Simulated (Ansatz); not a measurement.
Run report: W, single-point calculation (part 1 of 2)

The run: single-point calculation of W (slab, 16 atoms in the cell). Method and program: DFT PBE, scalar-relativistic, plane waves, PAW, PAW set soft_1, no spin polarisation (Ansatz 0.2.0).

The structure derives from an entry of the Crystallography Open Database. Figures and captions count atoms from 1; the log counts them from 0 in places.

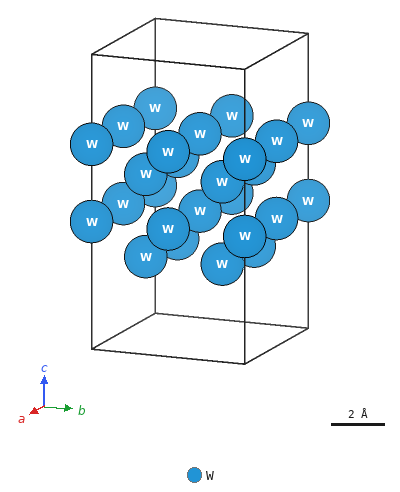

Fig. 1: The structure (spheres-only view of the cell of the calculation, with the vacuum cut short, seen slightly off an axis). An atom can appear more than once, as a periodic image.

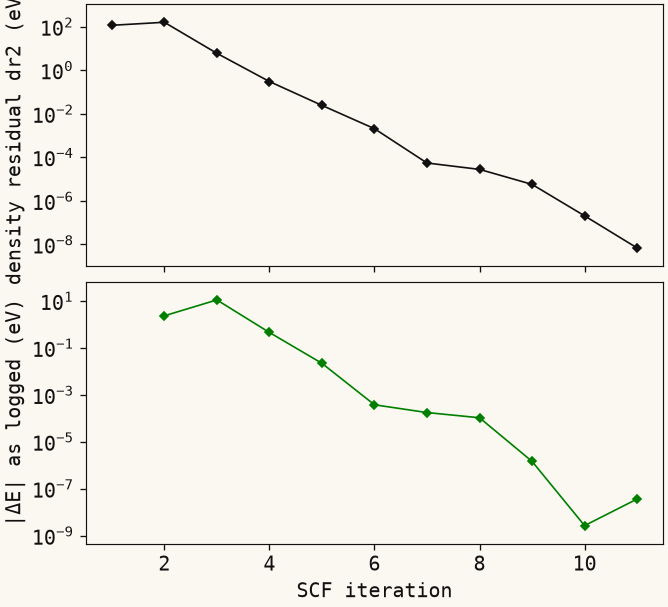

Fig. 2: Convergence of the self-consistent field: density residual dr2 and size of the energy change against the SCF iteration. The residual falls almost steadily, with no more than small rises.

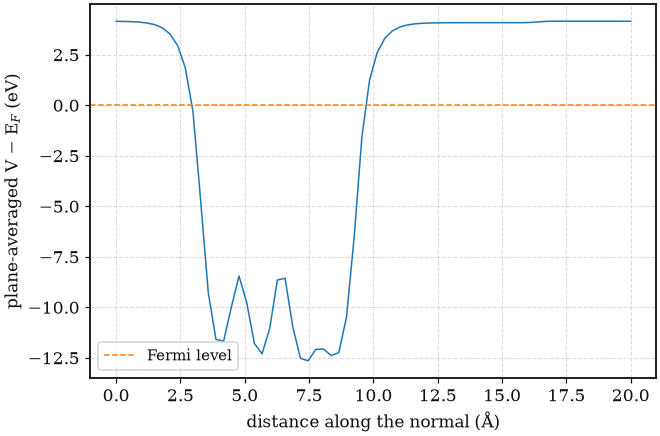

Fig. 3: Plane average of the electrostatic potential energy of an electron across the cell, from the Fermi level. The vacuum level lies 4.09 eV above the Fermi level on the upper side and 4.16 eV on the lower.

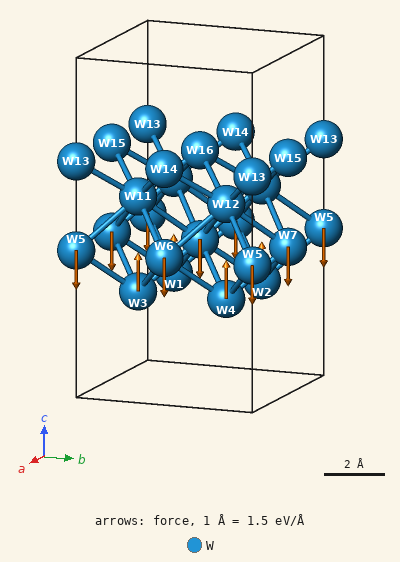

Fig. 4: Forces on the atoms as orange arrows (ball-and-stick view of the cell of the calculation, with the vacuum cut short, seen slightly off an axis; atoms are numbered from 1 in the order of the input); the smallest are left out. The largest act on W5, W6, W7, W8 (2.05 eV/Å); W1, W2, W3, W4 (2.01 eV/Å). The geometry is not a stationary point of this energy.

The input that produced these results follows, with the program's output.

Input file
```yaml
crystal:
  lattice:
    - [6.3673983408, 0.0, 0.0]
    - [0.0, 6.3673983408, 0.0]
    - [0.0, 0.0, 20.1425775155]
  atoms:
    - { symbol: W, position: [0.25, 0.25, 0.1985843171] }
    - { symbol: W, position: [0.25, 0.75, 0.1985843171] }
    - { symbol: W, position: [0.75, 0.25, 0.1985843171] }
    - { symbol: W, position: [0.75, 0.75, 0.1985843171] }
    - { symbol: W, position: [0.0, 0.0, 0.2776134078] }
    - { symbol: W, position: [0.0, 0.5, 0.2776134078] }
    - { symbol: W, position: [0.5, 0.0, 0.2776134078] }
    - { symbol: W, position: [0.5, 0.5, 0.2776134078] }
    - { symbol: W, position: [0.25, 0.25, 0.3599451785] }
    - { symbol: W, position: [0.25, 0.75, 0.3599451785] }
    - { symbol: W, position: [0.75, 0.25, 0.3599451785] }
    - { symbol: W, position: [0.75, 0.75, 0.3599451785] }
    - { symbol: W, position: [0.0, 0.0, 0.4290700884] }
    - { symbol: W, position: [0.0, 0.5, 0.4290700884] }
    - { symbol: W, position: [0.5, 0.0, 0.4290700884] }
    - { symbol: W, position: [0.5, 0.5, 0.4290700884] }
basis:
  ecutwfc: 420
kpoints:
  mp_grid: { grid: [4, 4, 1] }
hamiltonian:
  xc: pbe
  pseudopotentials: { kind: paw, azcp: { folder: soft_1 } }
scf:
  occupations: { method: gaussian, width: 0.1 }
output:
  forces: true
  eigenvalues: true
efield:
  axis: 3
  dipole_correction: true
  ramp_width: 0.04
```

Run as:
```bash
ansatz run input.yaml --threads 8 --pin off --max-ram 22528MiB --backend cpu --events-out ev --progress --plain --runs-dir out
```

Log
```
Engine: ansatz 0.2.0, aarch64-unknown-linux-gnu
Pseudopotentials: kind: paw
Pseudopotential: W, paw, valence charge 14, recommended cutoff 420 eV (normal), [file]
Functional definition: PBE
  parameter kappa = 0.804
  parameter beta = 0.06672455060314922
  exchange = pbe_x(kappa = kappa, mu = beta*pi^2/3)
  correlation = pbe_c(beta = beta)
Crystal: 16 atoms, lattice volume = 816.656 Å³
Basis set: ecut = 420 eV, 15975 PW (Γ), exchange–correlation on 90×90×270 points (8 copies of the dense FFT grid, shifted against one another)
Bands: 135, of which v1, the nominal top of the filled ones, is band 112 counted from 1 (111 counted from 0)
Symmetry: 32 space group operations
Space group: P4mm (ITA 99), of the structure as read, at distance tolerance 9.3e-5 Å
k-points: 6 of 16
Non-local potential: W, projectors of the file, l = 0: 3, l = 1: 2, l = 2: 2, l = 3: 1
PAW form: soft (Blöchl's): semilocal exchange-correlation on the pseudo side does not see the compensation charge
PAW one-centre angular grid: W, 590 points (default); XC on 64 Gauss nodes
Initial density: superposition of atomic densities (neutral atoms: chi_scale 0, normalization atom)
Initial wavefunctions: pseudopotential atomic-orbital guess
Functional: x = pbe(κ = 0.804, μ = 0.2195149727645171), c = pbe(β = 0.06672455060314922)
SCF iter   1: F=—  HF=-166167.435775 eV  |F-HF|=—  |Δ(HF+E_count)|=         —  Δρ=4.71e-2  dr2=1.14e2  ethr=3.10e-3  p=-0.000 e·Å  D=-2.13e-7 V/Å  ΔV_dip=0.00 eV  dr2_dipole=4.70e0  V_vac-E_F(+/−)=6.78/6.78 eV  ⟨swp⟩=8.5  Hψ=3884  notcnv=0
efield: sawtooth ramp at fractional position 0.7938 (placed from the atoms, in the widest stretch of the axis that holds none; the zero of the levels goes with the place), width 0.0400; the density the first Hamiltonian is built on has a dipole p = -0.000 e·Å; the dipole correction subtracts the counter field D = -2.13e-7 V/Å, which shifts the + side's vacuum level by +0.00 eV against the − side's; the planar-averaged density in the ramp window peaks in size at 3.8e-7 e/Å³
preconditioner: auto → LDOS  [insulator: Δε(μ)=0.130 eV  Ē_g=4.757 eV  σ=0.100 eV  W_gap=0.63  n_scr=138 (ndim 8)  ℏωp=12.7 eV  f_vac=0.568  D(μ)=14.78/eV (n_scr^D=74)  ε∞_Penn≈8.2  β→1.0]
SCF iter   2: F=—  HF=-166165.106224 eV  |F-HF|=—  |Δ(HF+E_count)|=    2.33e0  Δρ=4.67e-2  dr2=1.57e2  ethr=3.10e-3  p=0.262 e·Å  D=5.82e-2 V/Å  ΔV_dip=-1.17 eV  dr2_dipole=1.84e0  V_vac-E_F(+/−)=1.64/2.81 eV  ⟨swp⟩=5.2  Hψ=2085  notcnv=0  defer=82
SCF iter   3: F=—  HF=-166154.047532 eV  |F-HF|=—  |Δ(HF+E_count)|=    1.11e1  Δρ=9.19e-3  dr2=5.91e0  ethr=3.10e-3  p=0.020 e·Å  D=4.38e-3 V/Å  ΔV_dip=-0.09 eV  dr2_dipole=3.52e-2  V_vac-E_F(+/−)=4.81/4.90 eV  ⟨swp⟩=4.2  Hψ=1882  notcnv=0  defer=73
SCF iter   4: F=—  HF=-166153.592624 eV  |F-HF|=—  |Δ(HF+E_count)|=   4.55e-1  Δρ=2.61e-3  dr2=2.99e-1  ethr=2.64e-3  p=0.032 e·Å  D=7.19e-3 V/Å  ΔV_dip=-0.14 eV  dr2_dipole=4.45e-4  V_vac-E_F(+/−)=4.25/4.39 eV  ⟨swp⟩=2.3  Hψ=982  notcnv=0  defer=87
SCF iter   5: F=—  HF=-166153.570643 eV  |F-HF|=—  |Δ(HF+E_count)|=   2.20e-2  Δρ=9.97e-4  dr2=2.40e-2  ethr=1.34e-4  p=0.029 e·Å  D=6.50e-3 V/Å  ΔV_dip=-0.13 eV  dr2_dipole=2.42e-4  V_vac-E_F(+/−)=4.04/4.17 eV  ⟨swp⟩=3.2  Hψ=1248  notcnv=0  defer=87
SCF iter   6: F=—  HF=-166153.571018 eV  |F-HF|=—  |Δ(HF+E_count)|=   3.75e-4  Δρ=2.90e-4  dr2=2.04e-3  ethr=1.07e-5  p=0.023 e·Å  D=5.10e-3 V/Å  ΔV_dip=-0.10 eV  dr2_dipole=2.39e-4  V_vac-E_F(+/−)=4.08/4.18 eV  ⟨swp⟩=2.7  Hψ=1026  notcnv=0  defer=87
SCF iter   7: F=—  HF=-166153.571193 eV  |F-HF|=—  |Δ(HF+E_count)|=   1.75e-4  Δρ=7.24e-5  dr2=5.42e-5  ethr=9.09e-7  p=0.019 e·Å  D=4.24e-3 V/Å  ΔV_dip=-0.09 eV  dr2_dipole=1.73e-5  V_vac-E_F(+/−)=4.08/4.17 eV  ⟨swp⟩=2.7  Hψ=1029  notcnv=0  defer=87
SCF iter   8: F=—  HF=-166153.571088 eV  |F-HF|=—  |Δ(HF+E_count)|=   1.05e-4  Δρ=2.50e-5  dr2=2.76e-5  ethr=2.42e-8  p=0.017 e·Å  D=3.71e-3 V/Å  ΔV_dip=-0.07 eV  dr2_dipole=2.49e-6  V_vac-E_F(+/−)=4.09/4.16 eV  ⟨swp⟩=3.5  Hψ=1708  notcnv=0  defer=87
SCF iter   9: F=—  HF=-166153.571089 eV  |F-HF|=—  |Δ(HF+E_count)|=   1.45e-6  Δρ=9.34e-6  dr2=5.65e-6  ethr=1.23e-8  p=0.016 e·Å  D=3.62e-3 V/Å  ΔV_dip=-0.07 eV  dr2_dipole=1.98e-7  V_vac-E_F(+/−)=4.09/4.16 eV  ⟨swp⟩=2.0  Hψ=968  notcnv=0  defer=87
SCF iter  10: F=—  HF=-166153.571089 eV  |F-HF|=—  |Δ(HF+E_count)|=   2.65e-9  Δρ=2.60e-6  dr2=2.03e-7  ethr=2.52e-9  p=0.016 e·Å  D=3.57e-3 V/Å  ΔV_dip=-0.07 eV  dr2_dipole=2.07e-8  V_vac-E_F(+/−)=4.09/4.16 eV  ⟨swp⟩=2.2  Hψ=961  notcnv=0  defer=87
SCF iter  11: F=-166153.571089 eV  HF=-166153.571089 eV  |F-HF|=3.11e-9  |Δ(HF+E_count)|=   3.61e-8  Δρ=6.61e-7  dr2=6.80e-9  ethr=4.46e-11  p=0.016 e·Å  D=3.56e-3 V/Å  ΔV_dip=-0.07 eV  dr2_dipole=3.00e-12  V_vac-E_F(+/−)=4.09/4.16 eV  ⟨swp⟩=29.5  Hψ=4535  notcnv=0
the search or the solves at the SCF's close seem to have found levels that the self-consistency loop had missed (the run counts 1). By its estimate they hold under 1e-12 electrons; where the run keeps them, the occupations were computed again with them
SCF 1 converged in 11 iterations: F = -166153.571089 eV  dr2 = 6.80e-9
  greatest PAW one-centre occupation: 0.999 electrons in one spin orbital (limit 2), on the W atom at site 11 (counted from 0), in its partial waves of l = 0
SCF converged after 11 iterations
Free energy (F): -166153.571089 eV
Harris-Foulkes:  -166153.571089 eV  (|F-HF|=3.11e-9)
Internal energy: -166153.455284 eV  (E = F + TS)
E sigma→0 (E₀):  -166153.513186 eV
Entropy (-TS):   -0.115806 eV (-7.238 meV/atom)
Fermi energy:    4.149728 eV
Dipole field:    D = 0.003558 V/Å  (p = 0.016060 e·Å, saw-weighted, corrected)
Work function:   Φ+ = 4.0878 eV   Φ− = 4.1595 eV
Levels:          The Fermi level and band energies are counted from a zero that moves with the ramp; work functions are not
--- Per-component energies (eV) ---
  E_band       = -5317.950895
  E_kinetic    = 6708.052261
  E_local      = -189656.927702  (includes V_loc(G=0)·N_el)
  E_nonlocal   = -396.287283
  E_hartree    = 92143.073585
  E_xc         = -4252.995613
  E_vxc        = -3661.087007  (∫ρ·V_xc dr)
  E_paw        = -137244.180091  (= ΣΔE_a)
  E_vpaw       = -2597.828158  (= ΣTr[D̂ρ^β])
  E_aug_tail   = 0.002407  (compensation charges beyond the density's cutoff)
  E_efield     = 0.000029  (sawtooth field / dipole correction)
  E_vefield    = -0.039697  (∫n·V_field dr)
  E_ewald      = 66545.807122
  E_smearing   = -0.115806  (= −TS)
  E_closure    = 0.000000  (closes the sum)
  Σ components = -166153.571089   (vs F -166153.571089, Δ=0.00e0)
```
